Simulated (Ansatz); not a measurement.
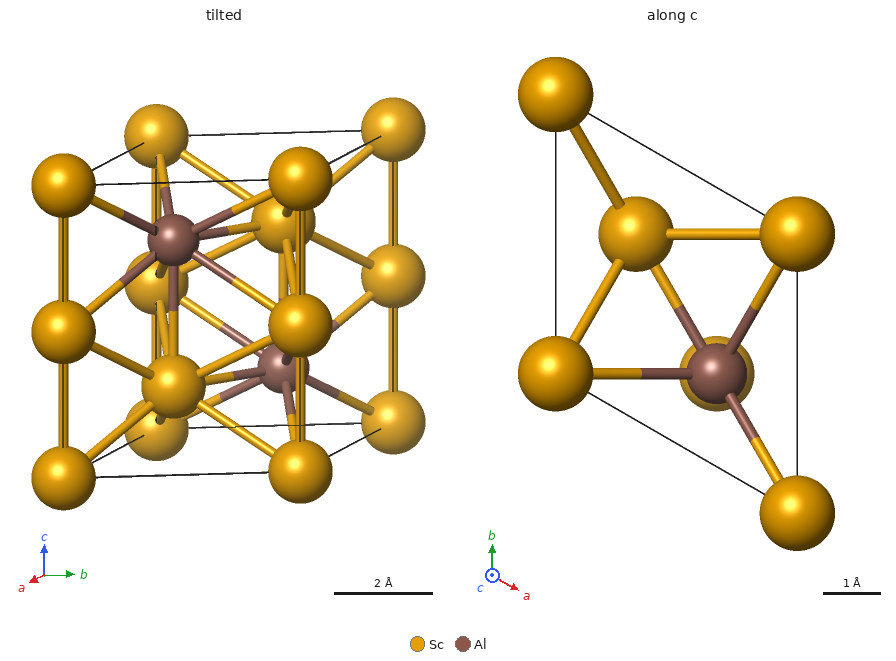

Ball-and-stick drawing of the structure, looking slightly off an axis and along the c axis. Lines trace the edges of the conventional unit cell. Cell: a = 4.90 Å, b = 4.90 Å, c = 6.16 Å, α = 90.00°, β = 90.00°, γ = 120.00°.

The structure comes from a structure listed in the Materials Project. Earlier steps of the study may have refined or changed the cell and positions. It was run through Ansatz as a DFT input.

**Caption:**

Formula: Sc2Al. It is primitive hexagonal, space group P6_3/mmc (No. 194). Among the common structure types it is Ni₂In type. With Z = 2, the cell contains 4 Sc, 2 Al. Every Al atom has eleven Sc at about 2.8 to 3.2 Å as neighbours. Sc takes two kinds of site: 2a with eight Sc and six Al (about 3.1 to 3.2 Å to Sc, 3.2 Å to Al); 2d with six Sc and five Al (about 3.2 Å to Sc, 2.8 to 3.1 Å to Al). The bonds build a three-dimensional framework.

Theory: DFT r2SCAN, scalar-relativistic, plane waves, PAW in Ansatz. Numerical settings: E_cut = 500 eV, k-points on a 12×12×6 grid, Gaussian smearing of 0.1 eV, no spin polarisation.

**What does the calculation say: metal or gapped?**

A metal: bands cross the Fermi level.

**List the Bader charges.**

Sc +1.21 e; Al -2.43 e.

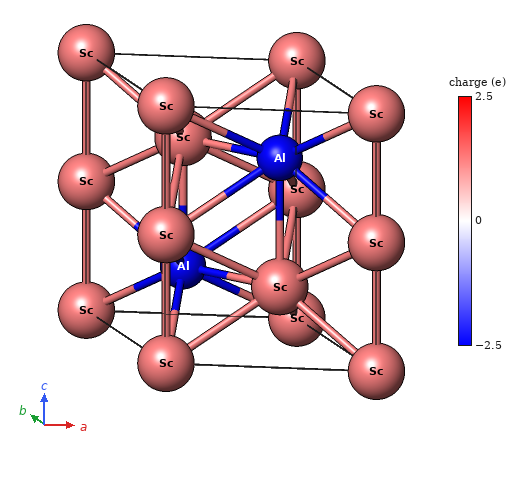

The atoms coloured by those charges. The run's cell of 6 atoms is drawn.

**Does this geometry sit at a stationary point of the energy?**

Nearly. All forces vanish to within 0.01 eV/Å. The pressure is -0.3 GPa, so the cell would contract.
